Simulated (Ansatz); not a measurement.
Cell and atoms:

```
CELL_PARAMETERS angstrom
6.79946 0.00000 0.00000
0.00000 3.94255 0.00000
-0.65010 0.00000 6.48474
ATOMIC_POSITIONS crystal
Ca 0.83559 0.00000 0.75000
Ca 0.16441 0.00000 0.25000
Ca 0.33559 0.50000 0.75000
Ca 0.66441 0.50000 0.25000
```

**What crystal do these data define?**

The element is calcium. Space group C2/m (No. 12), lattice base-centred monoclinic. The cell holds four atoms. Ca is coordinated by twelve Ca in a distorted anticuboctahedral arrangement at 3.76 to 4.13 Å. The bonds build a three-dimensional framework.

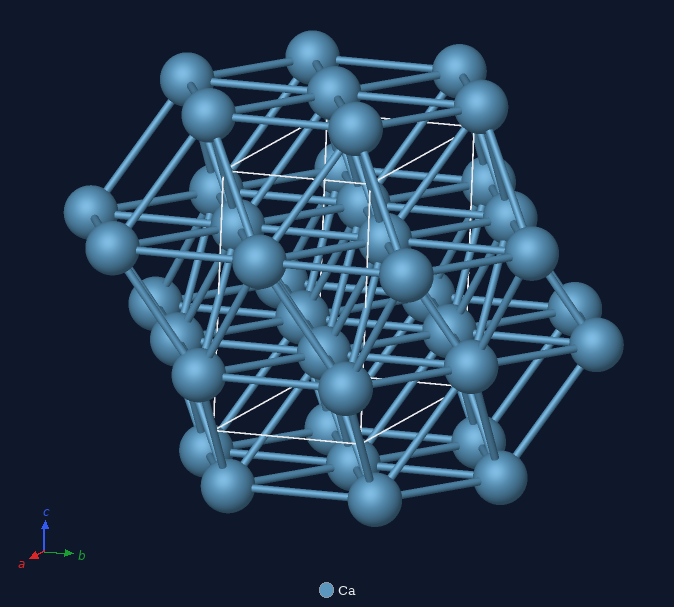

Structure drawing (ball-and-stick), viewed slightly off an axis. The conventional unit cell is drawn as a box. The bonded neighbours beyond the faces are included. Colours: calcium blue.

The cell started as a structure listed in the Materials Project. The cell was then strained or its atoms displaced on purpose. It went into a calculation with Ansatz.
